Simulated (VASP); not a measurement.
**Two runs on BN**

System: BN (P6₃/mmc, 4 atoms in the cell).
Method of run A: DFT, PBE, plane waves, PAW (VASP 6.6.1).

The structure derives from an entry of the Crystallography Open Database. The geometry comes from this level: r2scan-rvv10 (a point of a series of strains). 

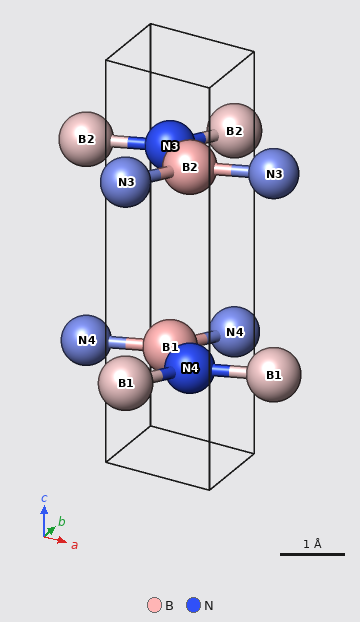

The structure (ball-and-stick view of the cell of the calculation, seen slightly off an axis; neighbours outside the cell are drawn fainter; atoms are numbered from 1 in the order of the input). Near neighbours in the crystal (not all of them lie inside the picture): B has 3 N at 1.38 Å; N has 3 B at 1.38 Å.

INCAR, run A:
```
ENCUT = 520.000000
SIGMA = 0.020000
EDIFF = 1.00e-07
GGA = PE
PREC = Accurate
IBRION = -1
ISIF = 2
ISMEAR = -1
NBANDS = 16
NELM = 120
NSW = 0
LASPH = .TRUE.
LCHARG = .FALSE.
LWAVE = .FALSE.
LREAL = .FALSE.
```

KPOINTS, run A:
```
KPOINTS created by Atomic Simulation Environment
0
Gamma
12 12 4
0 0 0
```

KPOINTS_OPT, run A:
```
special points
8
Reciprocal
0.0000000000 0.0000000000 0.0000000000 1
0.5000000000 0.0000000000 0.0000000000 1
0.3333333333 0.3333333333 0.0000000000 1
0.0000000000 0.0000000000 0.5000000000 1
0.5000000000 0.0000000000 0.5000000000 1
0.3333333333 0.3333333333 0.5000000000 1
0.3072920000 0.3072920000 0.0000000000 1
0.0000000000 0.5000000000 0.0000000000 1
```

POSCAR, run A:
```
B  N
 1.0000000000000000
     2.3865560374826060   -0.0000000000288675    0.0000000000000000
    -1.1932780187163030    2.0668181560294974    0.0000000000000000
     0.0000000000000000    0.0000000000000000    6.5242672896000000
 B   N
   2   2
Cartesian
  0.0000000000166666  1.3778787706767093  1.6310668224000000
  1.1932780187496361  0.6889393853239210  4.8932004671999998
  0.0000000000166666  1.3778787706767093  4.8932004671999998
  1.1932780187496361  0.6889393853239210  1.6310668224000000
```

Launched with:
```bash
mpirun -np 1 vasp_std
```

Hardware: 1 CPU thread, shared host.

OSZICAR and lines of OUTCAR (run A):
```
N       E                     dE             d eps       ncg     rms          rms(c)
DAV:   1     0.504589760575E+02    0.50459E+02   -0.81418E+03  1824   0.936E+02
DAV:   2    -0.362071672534E+02   -0.86666E+02   -0.79138E+02  2504   0.232E+02
DAV:   3    -0.391266332574E+02   -0.29195E+01   -0.29100E+01  2360   0.424E+01
DAV:   4    -0.391427489853E+02   -0.16116E-01   -0.16114E-01  2360   0.346E+00
DAV:   5    -0.391428850614E+02   -0.13608E-03   -0.13608E-03  2304   0.304E-01    0.127E+01
DAV:   6    -0.350302271527E+02    0.41127E+01   -0.56861E+00  2352   0.187E+01    0.589E+00
DAV:   7    -0.345405075463E+02    0.48972E+00   -0.89534E-01  2392   0.690E+00    0.348E+00
DAV:   8    -0.344505049473E+02    0.90003E-01   -0.25599E-01  2312   0.360E+00    0.492E-01
DAV:   9    -0.344466119977E+02    0.38929E-02   -0.16420E-02  2032   0.107E+00    0.232E-01
DAV:  10    -0.344475525889E+02   -0.94059E-03   -0.12601E-03  2056   0.278E-01    0.348E-02
DAV:  11    -0.344476469557E+02   -0.94367E-04   -0.10433E-04  2144   0.809E-02    0.281E-02
DAV:  12    -0.344476634529E+02   -0.16497E-04   -0.32035E-05  1944   0.398E-02    0.241E-03
DAV:  13    -0.344476635609E+02   -0.10800E-06   -0.61491E-07  2512   0.647E-03    0.859E-04
DAV:  14    -0.344476636403E+02   -0.79411E-07   -0.12649E-07  1832   0.249E-03
   1 F= -.34447664E+02 E0= -.34447664E+02  d E =-.163135E-12
       N       E                     dE             ncg
DAV:   1     0.930671377216E+03   -0.50302E+04      256
DAV:   2     0.334834829997E+03   -0.59584E+03      336
DAV:   3     0.316717643483E+03   -0.18117E+02      360
DAV:   4     0.316615159718E+03   -0.10248E+00      288
DAV:   5     0.316614498921E+03   -0.66080E-03      336
DAV:   6     0.316614490477E+03   -0.84438E-05      304
DAV:   7     0.316614490325E+03   -0.15258E-06      304
DAV:   8     0.316614490320E+03   -0.46859E-08      232
[... from OUTCAR:]
   NELECT =      16.0000    total number of electrons
 E-fermi :   3.5722
  free  energy   TOTEN  =       -34.4476636403 eV
  energy  without entropy=      -34.4476636403  energy(sigma->0) =      -34.44766364
```

The input of run B differs as follows (lines with − go, lines with + come):
```diff
-SIGMA = 0.020000
+SIGMA = 0.010000
-GGA = PE
+ALGO = Normal
+METAGGA = R2SCAN
-ISMEAR = -1
+ISMEAR = 0
```

Predict how the results change.

The total energies belong to different methods, so their difference says nothing on which is more stable or more accurate. The gap on the mesh goes from 4.43 to 5.03 eV. The pressure goes from 47.59 to 44.13 GPa. The functional changes from PBE to R2SCAN. The number of SCF iterations is the same.

OSZICAR and lines of OUTCAR (run B):
```
N       E                     dE             d eps       ncg     rms          rms(c)
DAV:   1     0.444124384592E+02    0.44412E+02   -0.83321E+03  1824   0.961E+02
DAV:   2    -0.439887502070E+02   -0.88401E+02   -0.80525E+02  2496   0.238E+02
DAV:   3    -0.469640937155E+02   -0.29753E+01   -0.29660E+01  2360   0.434E+01
DAV:   4    -0.469804803635E+02   -0.16387E-01   -0.16385E-01  2384   0.354E+00
DAV:   5    -0.469806161501E+02   -0.13579E-03   -0.13579E-03  2272   0.308E-01    0.124E+01
DAV:   6    -0.383006064355E+02    0.86800E+01   -0.38325E+00  2344   0.153E+01    0.637E+00
DAV:   7    -0.380129358714E+02    0.28767E+00   -0.14644E+00  2320   0.855E+00    0.330E+00
DAV:   8    -0.379862188031E+02    0.26717E-01   -0.17290E-01  2336   0.339E+00    0.575E-01
DAV:   9    -0.379787881752E+02    0.74306E-02   -0.25278E-02  2192   0.138E+00    0.162E-01
DAV:  10    -0.379794506828E+02   -0.66251E-03   -0.24617E-03  2056   0.365E-01    0.123E-01
DAV:  11    -0.379795400428E+02   -0.89360E-04   -0.28043E-04  2000   0.150E-01    0.205E-02
DAV:  12    -0.379795512436E+02   -0.11201E-04   -0.29242E-05  2256   0.447E-02    0.648E-03
DAV:  13    -0.379795514919E+02   -0.24835E-06   -0.17195E-06  2144   0.105E-02    0.578E-03
DAV:  14    -0.379795514761E+02    0.15829E-07   -0.31455E-07  2128   0.505E-03
   1 F= -.37979551E+02 E0= -.37979551E+02  d E =-.425423E-25
       N       E                     dE             ncg
DAV:   1     0.874215808472E+03   -0.50866E+04      256
DAV:   2     0.255100952659E+03   -0.61911E+03      336
DAV:   3     0.236691994445E+03   -0.18409E+02      352
DAV:   4     0.236598822903E+03   -0.93172E-01      288
DAV:   5     0.236598267622E+03   -0.55528E-03      336
DAV:   6     0.236598261401E+03   -0.62209E-05      312
DAV:   7     0.236598261301E+03   -0.99535E-07      288
[... from OUTCAR:]
   NELECT =      16.0000    total number of electrons
 E-fermi :   2.8747
  free  energy   TOTEN  =       -37.9795514761 eV
  energy  without entropy=      -37.9795514761  energy(sigma->0) =      -37.97955148
```

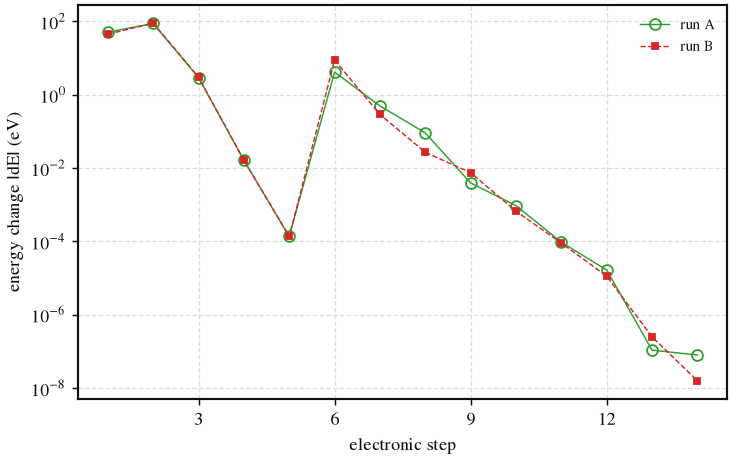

Convergence of the two runs: energy change |dE| against the electronic step. Run A takes 14 steps in all, and run B takes 14.

The two runs side by side:

| quantity | run A | run B |
| --- | --- | --- |
| outcome | converged | converged |
| free energy per atom (eV) | −8.6119 | −9.4949 |
| gap on the mesh (eV) | 4.43 | 5.03 |
| pressure (GPa) | 47.59 | 44.13 |
| largest force (eV/Å) | 0.000 | 0.000 |
| SCF iterations | 14 | 14 |
| irreducible k-points | 57 | 57 |
